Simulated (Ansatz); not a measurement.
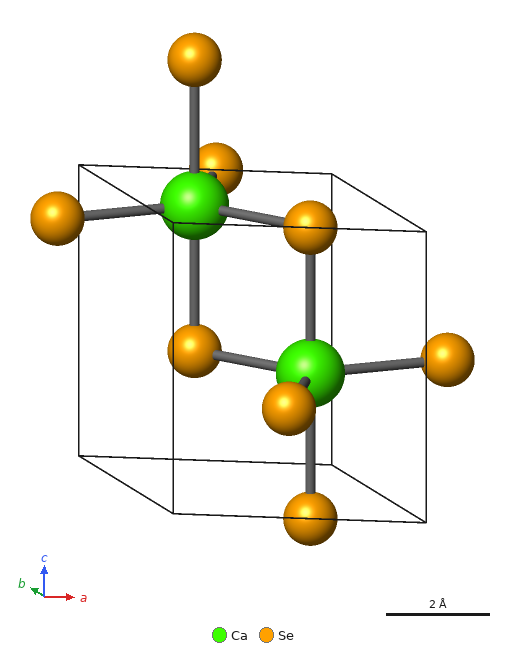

Reference structure: a crystal of CaSe (built on the wurtzite type) at its r2SCAN-relaxed geometry. The picture is a ball-and-stick view of the cell of the calculation, seen slightly off an axis.

Computed with Ansatz 0.2.0, DFT, r2SCAN, plane waves, PAW. Settings: plane-wave cutoff 500 eV; k-point mesh 6 × 6 × 4; occupations fixed; no spin polarisation.

Change: All lengths are scaled by −3.0 % (volume −8.7 %). The atoms were relaxed with r2SCAN under that strain, and this is a single point on that geometry.

Input file:
```yaml
crystal:
  lattice:
    - [4.8554287747, 0.0, 0.0]
    - [-2.4277143873, 4.2049246651, 0.0]
    - [0.0, 0.0, 5.6994603029]
  atoms:
    - { symbol: Ca, position: [0.3333333333, 0.6666666667, -0.0625] }
    - { symbol: Ca, position: [0.6666666667, 0.3333333333, 0.4375] }
    - { symbol: Se, position: [0.3333333333, 0.6666666667, 0.4375] }
    - { symbol: Se, position: [0.6666666667, 0.3333333333, 0.9375] }
kpoints:
  mp_grid: { grid: [6, 6, 4] }
  band_path:
    path:
      - [0.0, 0.0, 0.0]
      - [0.5, 0.0, 0.0]
      - [0.3333333333, 0.3333333333, 0.0]
      - [0.0, 0.0, 0.5]
      - [0.5, 0.0, 0.5]
      - [0.3333333333, 0.3333333333, 0.5]
    npoints: 1
hamiltonian:
  xc: r2scan
scf:
  occupations: { method: fixed }
  n_extra_bands: 5
output:
  forces: true
  stress: true
  eigenvalues: true
```

Q: What is the effect?

A: Some distances before and after: Ca–Se 2.938 → 2.850 Å, Ca–Se 2.890 → 2.803 Å. The space group stays P6_3/mmc (No. 194). Energy change: +35.8 meV per atom. Pressure: 0.0 GPa before, 4.5 GPa after. The principal stresses (compression positive) are 5.0 GPa along c and 4.2 GPa across it. All forces vanish by symmetry.

Drawn alike, the variant:

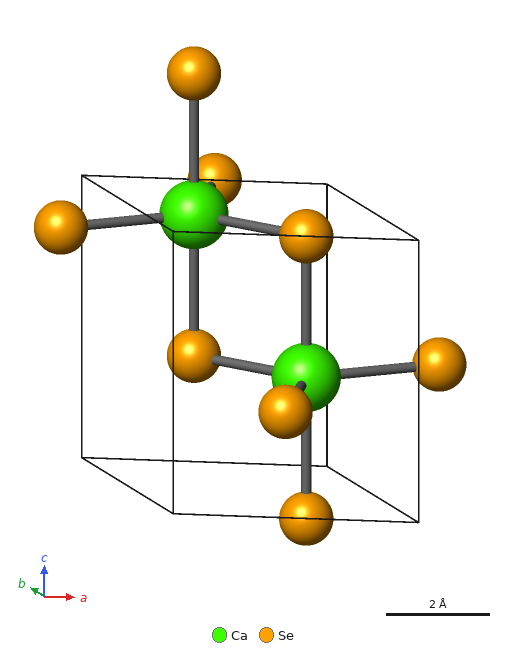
